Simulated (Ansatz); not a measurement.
**Al₂Cu: density, localisation and related maps**

Input file:

```
crystal:
  lattice:
    - [-1.9705536018, 1.9705536018, 2.863159453]
    - [1.9705536018, -1.9705536018, 2.863159453]
    - [1.9705536018, 1.9705536018, -2.863159453]
  atoms:
    - { symbol: Al, position: [0.7374267957, 0.2374267957, 0.4748535913] }
    - { symbol: Al, position: [0.2374267957, 0.7374267957, 0.4748535913] }
    - { symbol: Cu, position: [0.5106771283, 0.5106771283, 0.0213542565] }
basis:
  ecutwfc: 520.0
kpoints:
  mp_grid: { grid: [14, 14, 14] }
hamiltonian:
  xc: pbesol
  pseudopotentials: { kind: paw, azcp: { folder: soft_1 } }
scf:
  occupations: { method: gaussian, width: 0.15 }
output:
  forces: true
  stress: true
  eigenvalues: true
  write_density: true
  write_potential: true
  elf: true
  volumetric_format: npy
```

Launched as:

```sh
ansatz run input.yaml --threads 2 --pin off --max-ram 4096MiB --backend cpu --events-out ev --progress --plain --runs-dir out
```

Below, planes, directions and counts refer to the conventional cell (a = 5.57 Å, b = 5.73 Å, c = 5.57 Å, α = 90.00°, β = 90.00°, γ = 90.00°).

Space group Fmm2; a point of a scan over the structure, not its minimum; a structure from a database of computed crystals, not necessarily the ambient phase; changed on purpose from its base cell (mode 4 frozen in at -0.072 Å, equal normal strain along x and y -0.0267); not relaxed (largest force 1.2 eV/Å); computed pressure about 7 GPa in this cell; computed without spin polarisation; PAW files of the earlier set (soft_1).

Computed with Ansatz, DFT PBEsol, scalar-relativistic, plane waves, PAW.

In a PAW calculation such maps are meaningful between the atoms, not at the nuclei.

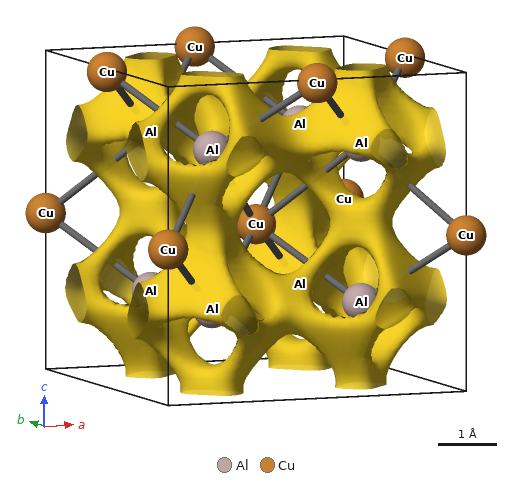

Figure 1. Isosurface of the electron localisation function at 0.6 (yellow), seen slightly off an axis. Core shells and regions of very low density are left out. Sticks mark near contacts.

What do the ELF domains correspond to?

The ELF exceeds this value in one network that runs through the whole crystal, counted in one cell of 12 atoms. Any copies at cell faces, edges or corners count once. Profiles from the grid: Al–Cu (2.36 Å): the ELF peaks at about 0.70 between the atoms. Al–Cu (2.51 Å): the ELF peaks at about 0.70 between the atoms.

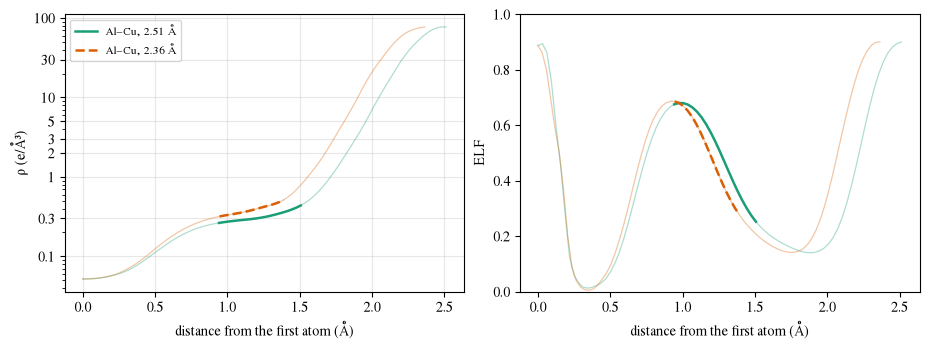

Figure 2. Valence charge density (pseudo) and electron localisation function along straight lines between neighbouring atoms. Thin, pale parts lie inside the atomic spheres.

Compare the contacts.

Al–Cu (2.51 Å): the density is about 0.31 e/Å³ at the midpoint; the ELF peaks at about 0.70 between the atoms.
Al–Cu (2.36 Å): ρ at the midpoint is about 0.39 e/Å³; the ELF peaks at about 0.70 between the atoms.

Does the calculation give a band gap?

It is metallic or semimetallic at this level of theory: no gap opens.
